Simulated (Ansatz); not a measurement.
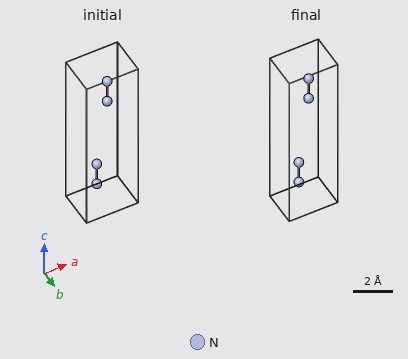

The structure of solid N (built on the database structure type) before (left) and after (right) a relaxation, at one scale.

The picture is a ball-and-stick view of the cell of the calculation, seen from a free direction.

These are results of DFT, r2SCAN+rVV10, plane waves, PAW in Ansatz 0.2.0, not measurements.

Input
```yaml
crystal:
  lattice:
    - [3.8165522816, 0.0, 0.0]
    - [-1.9082761408, 3.3052312308, 0.0]
    - [0.0, 0.0, 7.414516271]
  atoms:
    - { symbol: "N", position: [0.3333333333, 0.6666666667, 0.3243229745] }
    - { symbol: "N", position: [0.3333333333, 0.6666666667, 0.1756770255] }
    - { symbol: "N", position: [0.6666666667, 0.3333333333, 0.8243229745] }
    - { symbol: "N", position: [0.6666666667, 0.3333333333, 0.6756770255] }
kpoints:
  mp_grid: { grid: [12, 12, 4] }
hamiltonian:
  xc: r2scan
  dispersion: rvv10
scf:
  occupations: { method: fermi_dirac, width: 0.02 }
relax:
  f_tol: 0.005
  cell: {}
```

Run as
```bash
ansatz run input.yaml --threads 2 --pin off --max-ram 2211MiB --backend cpu --events-out ev --progress --plain --runs-dir out
```

Q: Describe what moved and what it gained.

A: The largest moves relative to the cell, 0.021 Å, are those of N1, N2, N3 and N4. N3 goes along −c. The volume changes by −9.3 %, with a = b 3.817 → 3.580 Å (−6.2 %), c 7.415 → 7.642 Å (+3.1 %). Near-neighbour distances that change, for instance: N1–N2 1.102 → 1.094 Å. The space group stays P6_3/mmc (No. 194). After 8 accepted moves (10 points after the start) the energy has fallen by 5.1 meV per atom. The largest force component goes from 1.2 to 0.0029 eV/Å. The pressure goes from −1.66 to 0.00 GPa. At 2 points the geometry stayed and the basis and grid were re-selected for the new cell (energy shift of 0.8 meV per atom at most each time). The run took 64 s on 2 threads of Arm Neoverse V1, with other jobs on the host, peak memory 0.69 GiB.
